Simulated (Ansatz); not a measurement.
**Single-point calculation, with input and output: PbS (part 2 of 2)**

Continued. System: PbS (4 atoms in the cell). Method: independent-particle optics of PBE with spin-orbit coupling bands, plane waves, PAW (Ansatz 0.2.0); cutoff 420 eV, 6×6×4 k-mesh, fixed occupations. The structure was built on a prototype by a generator. The geometry comes from this level: r2SCAN.

File rho_z.tsv
```
# z_ang	rho[e/angstrom^3]	m_x[e/angstrom^3]	m_y[e/angstrom^3]	m_z[e/angstrom^3]	m_norm[e/angstrom^3]
# format = ansatz-planar-average/11
# lattice	4.997087959	0.000000000	0.000000000
# lattice	-2.498543980	4.327605118	0.000000000
# lattice	0.000000000	0.000000000	5.997070715
# sites	4
# site	82	0.000000000	2.885070079	1.499267679
# site	82	2.498543980	1.442535039	4.497803036
# site	16	2.498543980	1.442535039	1.499267679
# site	16	0.000000000	2.885070079	4.497803036
0.000000	5.928090e-2	0.000000e0	0.000000e0	0.000000e0	0.000000e0
0.133268	6.320635e-2	0.000000e0	0.000000e0	0.000000e0	0.000000e0
0.266536	7.568913e-2	0.000000e0	0.000000e0	0.000000e0	0.000000e0
0.399805	9.886222e-2	0.000000e0	0.000000e0	0.000000e0	0.000000e0
0.533073	1.361170e-1	0.000000e0	0.000000e0	0.000000e0	0.000000e0
0.666341	1.920432e-1	0.000000e0	0.000000e0	0.000000e0	0.000000e0
0.799609	2.701540e-1	0.000000e0	0.000000e0	0.000000e0	0.000000e0
0.932878	3.681845e-1	0.000000e0	0.000000e0	0.000000e0	0.000000e0
1.066146	4.762208e-1	0.000000e0	0.000000e0	0.000000e0	0.000000e0
1.199414	5.790399e-1	0.000000e0	0.000000e0	0.000000e0	0.000000e0
1.332682	6.586577e-1	0.000000e0	0.000000e0	0.000000e0	0.000000e0
1.465951	6.971437e-1	0.000000e0	0.000000e0	0.000000e0	0.000000e0
1.599219	6.839854e-1	0.000000e0	0.000000e0	0.000000e0	0.000000e0
1.732487	6.229323e-1	0.000000e0	0.000000e0	0.000000e0	0.000000e0
1.865755	5.293601e-1	0.000000e0	0.000000e0	0.000000e0	0.000000e0
1.999024	4.218178e-1	0.000000e0	0.000000e0	0.000000e0	0.000000e0
2.132292	3.171343e-1	0.000000e0	0.000000e0	0.000000e0	0.000000e0
2.265560	2.282838e-1	0.000000e0	0.000000e0	0.000000e0	0.000000e0
2.398828	1.614467e-1	0.000000e0	0.000000e0	0.000000e0	0.000000e0
2.532097	1.154642e-1	0.000000e0	0.000000e0	0.000000e0	0.000000e0
2.665365	8.575697e-2	0.000000e0	0.000000e0	0.000000e0	0.000000e0
2.798633	6.827631e-2	0.000000e0	0.000000e0	0.000000e0	0.000000e0
2.931901	6.025181e-2	0.000000e0	0.000000e0	0.000000e0	0.000000e0
3.065169	6.025181e-2	0.000000e0	0.000000e0	0.000000e0	0.000000e0
3.198438	6.827631e-2	0.000000e0	0.000000e0	0.000000e0	0.000000e0
3.331706	8.575697e-2	0.000000e0	0.000000e0	0.000000e0	0.000000e0
3.464974	1.154642e-1	0.000000e0	0.000000e0	0.000000e0	0.000000e0
3.598242	1.614467e-1	0.000000e0	0.000000e0	0.000000e0	0.000000e0
3.731511	2.282838e-1	0.000000e0	0.000000e0	0.000000e0	0.000000e0
3.864779	3.171343e-1	0.000000e0	0.000000e0	0.000000e0	0.000000e0
3.998047	4.218178e-1	0.000000e0	0.000000e0	0.000000e0	0.000000e0
4.131315	5.293601e-1	0.000000e0	0.000000e0	0.000000e0	0.000000e0
4.264584	6.229323e-1	0.000000e0	0.000000e0	0.000000e0	0.000000e0
4.397852	6.839854e-1	0.000000e0	0.000000e0	0.000000e0	0.000000e0
4.531120	6.971437e-1	0.000000e0	0.000000e0	0.000000e0	0.000000e0
4.664388	6.586577e-1	0.000000e0	0.000000e0	0.000000e0	0.000000e0
4.797657	5.790399e-1	0.000000e0	0.000000e0	0.000000e0	0.000000e0
4.930925	4.762208e-1	0.000000e0	0.000000e0	0.000000e0	0.000000e0
5.064193	3.681845e-1	0.000000e0	0.000000e0	0.000000e0	0.000000e0
5.197461	2.701540e-1	0.000000e0	0.000000e0	0.000000e0	0.000000e0
5.330730	1.920432e-1	0.000000e0	0.000000e0	0.000000e0	0.000000e0
5.463998	1.361170e-1	0.000000e0	0.000000e0	0.000000e0	0.000000e0
5.597266	9.886222e-2	0.000000e0	0.000000e0	0.000000e0	0.000000e0
5.730534	7.568913e-2	0.000000e0	0.000000e0	0.000000e0	0.000000e0
5.863802	6.320635e-2	0.000000e0	0.000000e0	0.000000e0	0.000000e0
```

File v_z.tsv
```
# z_ang	v_es[eV]	v_tot[eV]	b_x[eV]	b_y[eV]	b_z[eV]
# format = ansatz-planar-average/11
# xc	pbe
# density_cutoff_ev	1680
# datasets	Pb=:simpson_from_first_knot:soft	S=:simpson_from_first_knot:soft
# lattice	4.997087959	0.000000000	0.000000000
# lattice	-2.498543980	4.327605118	0.000000000
# lattice	0.000000000	0.000000000	5.997070715
# sites	4
# site	82	0.000000000	2.885070079	1.499267679
# site	82	2.498543980	1.442535039	4.497803036
# site	16	2.498543980	1.442535039	1.499267679
# site	16	0.000000000	2.885070079	4.497803036
0.000000	8.753629e0	3.068177e0	0.000000e0	0.000000e0	0.000000e0
0.133268	8.656795e0	2.987256e0	0.000000e0	0.000000e0	0.000000e0
0.266536	8.362343e0	2.458576e0	0.000000e0	0.000000e0	0.000000e0
0.399805	7.824304e0	1.371894e0	0.000000e0	0.000000e0	0.000000e0
0.533073	6.829809e0	-3.038296e-1	0.000000e0	0.000000e0	0.000000e0
0.666341	5.235297e0	-2.659892e0	0.000000e0	0.000000e0	0.000000e0
0.799609	3.210503e0	-5.464195e0	0.000000e0	0.000000e0	0.000000e0
0.932878	1.171800e0	-8.267791e0	0.000000e0	0.000000e0	0.000000e0
1.066146	-4.690663e-1	-1.061211e1	0.000000e0	0.000000e0	0.000000e0
1.199414	-1.528612e0	-1.229018e1	0.000000e0	0.000000e0	0.000000e0
1.332682	-2.081857e0	-1.328065e1	0.000000e0	0.000000e0	0.000000e0
1.465951	-2.283564e0	-1.368278e1	0.000000e0	0.000000e0	0.000000e0
1.599219	-2.218959e0	-1.354958e1	0.000000e0	0.000000e0	0.000000e0
1.732487	-1.858118e0	-1.286623e1	0.000000e0	0.000000e0	0.000000e0
1.865755	-1.071526e0	-1.153949e1	0.000000e0	0.000000e0	0.000000e0
1.999024	2.833919e-1	-9.516019e0	0.000000e0	0.000000e0	0.000000e0
2.132292	2.163562e0	-6.899297e0	0.000000e0	0.000000e0	0.000000e0
2.265560	4.254188e0	-4.029905e0	0.000000e0	0.000000e0	0.000000e0
2.398828	6.104529e0	-1.404762e0	0.000000e0	0.000000e0	0.000000e0
2.532097	7.399533e0	6.199247e-1	0.000000e0	0.000000e0	0.000000e0
2.665365	8.133599e0	1.979187e0	0.000000e0	0.000000e0	0.000000e0
2.798633	8.534269e0	2.798353e0	0.000000e0	0.000000e0	0.000000e0
2.931901	8.729687e0	3.056239e0	0.000000e0	0.000000e0	0.000000e0
3.065169	8.729687e0	3.056239e0	0.000000e0	0.000000e0	0.000000e0
3.198438	8.534269e0	2.798353e0	0.000000e0	0.000000e0	0.000000e0
3.331706	8.133599e0	1.979187e0	0.000000e0	0.000000e0	0.000000e0
3.464974	7.399533e0	6.199247e-1	0.000000e0	0.000000e0	0.000000e0
3.598242	6.104529e0	-1.404762e0	0.000000e0	0.000000e0	0.000000e0
3.731511	4.254188e0	-4.029905e0	0.000000e0	0.000000e0	0.000000e0
3.864779	2.163562e0	-6.899297e0	0.000000e0	0.000000e0	0.000000e0
3.998047	2.833919e-1	-9.516019e0	0.000000e0	0.000000e0	0.000000e0
4.131315	-1.071526e0	-1.153949e1	0.000000e0	0.000000e0	0.000000e0
4.264584	-1.858118e0	-1.286623e1	0.000000e0	0.000000e0	0.000000e0
4.397852	-2.218959e0	-1.354958e1	0.000000e0	0.000000e0	0.000000e0
4.531120	-2.283564e0	-1.368278e1	0.000000e0	0.000000e0	0.000000e0
4.664388	-2.081857e0	-1.328065e1	0.000000e0	0.000000e0	0.000000e0
4.797657	-1.528612e0	-1.229018e1	0.000000e0	0.000000e0	0.000000e0
4.930925	-4.690663e-1	-1.061211e1	0.000000e0	0.000000e0	0.000000e0
5.064193	1.171800e0	-8.267791e0	0.000000e0	0.000000e0	0.000000e0
5.197461	3.210503e0	-5.464195e0	0.000000e0	0.000000e0	0.000000e0
5.330730	5.235297e0	-2.659892e0	0.000000e0	0.000000e0	0.000000e0
5.463998	6.829809e0	-3.038296e-1	0.000000e0	0.000000e0	0.000000e0
5.597266	7.824304e0	1.371894e0	0.000000e0	0.000000e0	0.000000e0
5.730534	8.362343e0	2.458576e0	0.000000e0	0.000000e0	0.000000e0
5.863802	8.656795e0	2.987256e0	0.000000e0	0.000000e0	0.000000e0
```

File optics_head.txt
```
# E[eV]	eps2_xx	eps2_yy	eps2_zz	eps2_xy	eps2_xz	eps2_yz	eps1_xx	eps1_yy	eps1_zz	eps1_xy	eps1_xz	eps1_yz	loss_summed_bands_xx	loss_summed_bands_yy	loss_summed_bands_zz
# format = ansatz-optics/6
# eps_inf(xx yy zz) = 10.035490 10.035490 16.510282
# eps_inf_bands = summed_by_request
# eps_inf_summed_bands(xx yy zz) = 10.035490 10.035490 16.510282
# k_sum = mesh_cells
# eps2_relative_error = 0.0035
# eps_inf_relative_error = 0.0037
# f_sum_n_eff(xx yy zz) = 20.734598 20.734598 20.608436 of n_electrons = 40.000000
# f_sum_n_eff_momentum_only(xx yy zz) = 19.391764 19.391764 19.142622
# loss_f_sum_n_eff(xx yy zz) = 20.733332 20.733332 20.617079
# perfect_screening_sum(xx yy zz) = 0.900354 0.900354 0.939432
# perfect_screening_sum_on_rows(xx yy zz) = 0.900354 0.900354 0.939432
# the maxima of the summed bands' own loss function (the loss_summed_bands columns) are measured between the rows too: peak_sampling_summed_bands says what part of their heights the rows count for, and missed_extrema_summed_bands lists those of which they count for under four fifths, the half width
# peak_sampling_summed_bands_xx(least_part_sampled least_sampled_at_ev n_extrema n_missed) = 9.944597e-1 5.227997640011 13 0
# peak_sampling_summed_bands_yy(least_part_sampled least_sampled_at_ev n_extrema n_missed) = 9.944597e-1 5.227997640010997 13 0
# peak_sampling_summed_bands_zz(least_part_sampled least_sampled_at_ev n_extrema n_missed) = 9.935294e-1 6.68186088347698 16 0
# n_bands = 72
# the loss_summed_bands columns' heights are not shown to be converged in n_bands (the SCF's count)
# valid_up_to_ev = 10.872734
# loss_band_truncation_warned_of = loss_summed_bands_xx loss_summed_bands_yy
# least_direct_gap_ev = 7.142871e-1 at k(fractional) = 0.333333 0.333333 -0.500000, k_point = 20, channel = 0, bands = 39 40 (counted from 0)
# evaluated_top_ev = 31.350000
# all_electron_strengths = true
```

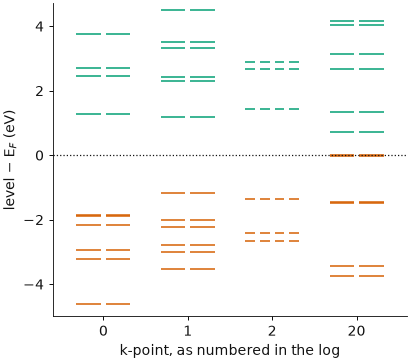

Figure 1. Kohn–Sham levels near the Fermi level (dotted) at the few k-points that the log prints; levels within 0.02 eV of each other stand side by side. Among these points the highest filled and lowest empty levels are 0.71 eV apart, which is the gap on the mesh.

This output came from the following input.

Input
```yaml
crystal:
  lattice:
    - [4.9970879594, 0.0, 0.0]
    - [-2.4985439797, 4.3276051178, 0.0]
    - [0.0, 0.0, 5.9970707147]
  atoms:
    - { symbol: Pb, position: [0.3333333333, 0.6666666667, 0.25] }
    - { symbol: Pb, position: [0.6666666667, 0.3333333333, 0.75] }
    - { symbol: S, position: [0.6666666667, 0.3333333333, 0.25] }
    - { symbol: S, position: [0.3333333333, 0.6666666667, 0.75] }
kpoints:
  mp_grid: { grid: [6, 6, 4] }
hamiltonian:
  xc: pbe
scf:
  occupations: { method: fixed }
  n_extra_bands: 32
magnetization:
  noncollinear: true
  spin_orbit: true
output:
  optics: { e_range: [0, 13], de: 0.05, sigma: 0.1, bands: scf }
  write_density: true
  write_potential: true
  elf: true
  volumetric_format: npy
```

Launch command:
```bash
ansatz run input.yaml --threads 4 --pin off --max-ram 3686MiB --backend cpu --events-out ev --progress --plain --runs-dir out
```

Key numbers

| quantity | value |
| --- | --- |
| outcome | converged |
| space group (tolerance 0.01 Å) | P6₃/mmc (194) |
| electrons treated | 40 |
| free energy | −25695.7996 eV |
| Fermi energy | 5.810 eV |
| gap on the k-point mesh | 0.71 eV |
| net moment of the cell | 0.00 μB |
| integrated absolute moment | 0.00 μB |
| hardware | 4 threads of Intel Xeon (Granite Rapids), 96 GiB of memory available, shared host |
| wall time | 2.1 min (CPU time 5 min) |
| peak memory | 1.4 GiB |
